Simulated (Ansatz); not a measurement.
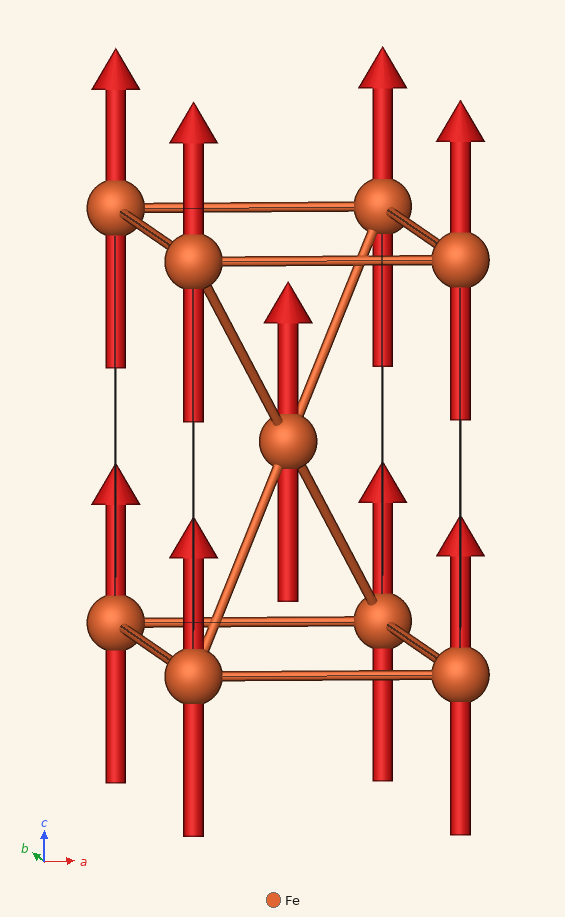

View slightly off an axis, drawn as a ball-and-stick model. Lines trace the edges of the cell (the run's own, in a reduced setting). Arrows are the site magnetic moments above 0.25 μB; longer means larger, and red and blue are up and down (without spin-orbit coupling the axis itself is arbitrary).

This is the state reached for Fe. Theory: DFT PBE, scalar-relativistic, plane waves, PAW in Ansatz 0.2.0. Numerical settings: wavefunction cutoff 420 eV, k-points about 0.30 Å⁻¹ apart, Gaussian smearing of 0.1 eV, collinear spins.

**Characterise the magnetic order.**

Ferromagnetic (within this cell). Site moments: 2 Fe +2.2 μB. The net spin moment of the whole cell is 4.3 μB.

The model was built from a structure listed in the Materials Project. The cell was then strained or its atoms displaced on purpose. It was run through Ansatz as a DFT input.

At this level of theory the cell isn't at rest (compressed, at 6 GPa), so its distances can differ from those at equilibrium, the more so the softer the solid, and its magnetic state may change on relaxation.
